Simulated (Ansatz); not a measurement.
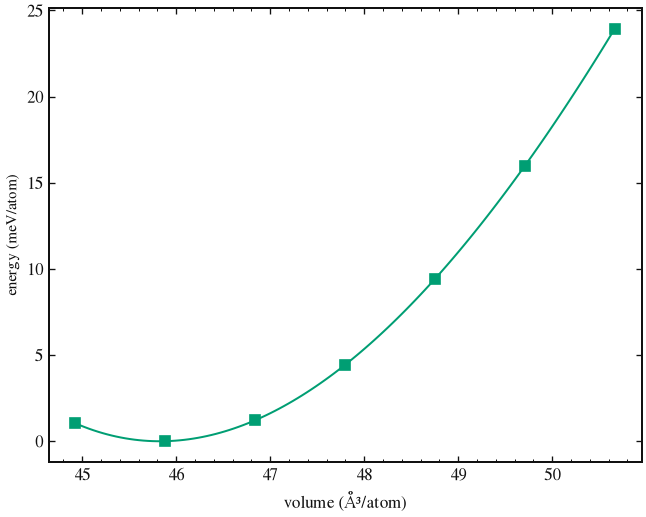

The plot gives the computed energy against volume.

Method: all-electron LAPW DFT, no spin polarisation; energies at scaled volumes of the given cell, shape and fractions fixed, counted from the fit's minimum, third-order Birch-Murnaghan fit (Ansatz 0.2.0). Level: PBEsol.

For which of these solids was it computed?
A. Ge, I4_1/amd (No. 141)
B. Ga, Cmcm (No. 63)
C. CsSnI₃, Pm-3m (No. 221)

C, CsSnI₃: energy from 0.01 meV/atom to 23.90 meV/atom, V0 45.83 Å³/atom, B0 18.2 GPa. The others give: Ge, energy from 0.25 meV/atom to 18.51 meV/atom, V0 18.39 Å³/atom, B0 78.5 GPa; Ga, energy from 0.01 meV/atom to 13.63 meV/atom, V0 19.89 Å³/atom, B0 57.3 GPa.

For Ga, limits of the calculation: shape and atomic fractions are frozen while scaling, which makes layered, chain and framework solids too stiff.

For Ge, limits of the calculation: shape and atomic fractions are frozen while scaling, which makes layered, chain and framework solids too stiff.
